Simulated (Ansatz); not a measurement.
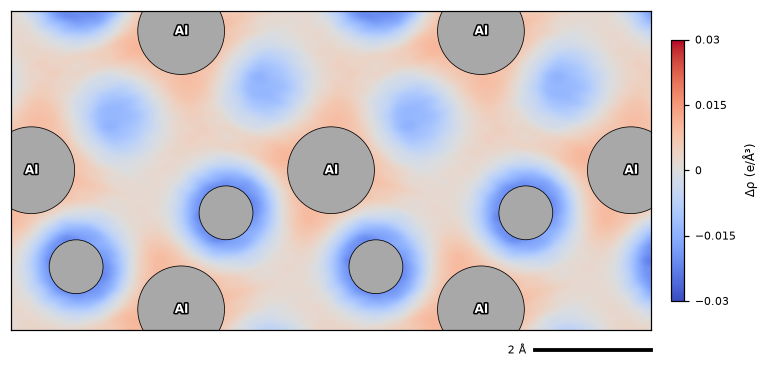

Al$_{2}$O$_{3}$. Difference of the valence pseudo-densities of two functionals at the same geometry, on the (110) plane of the calculation cell: one of PBE and r2SCAN less the other.

Both computed with Ansatz (plane waves, PAW), on the same k-point mesh. Grey discs cover the atomic cores.

Which was subtracted from which, and what does the map show?

It is PBE less r2SCAN. Against r2SCAN, PBE gives more density around Al (+0.005 e/Å³ on average at 1.0 Å from the nucleus).
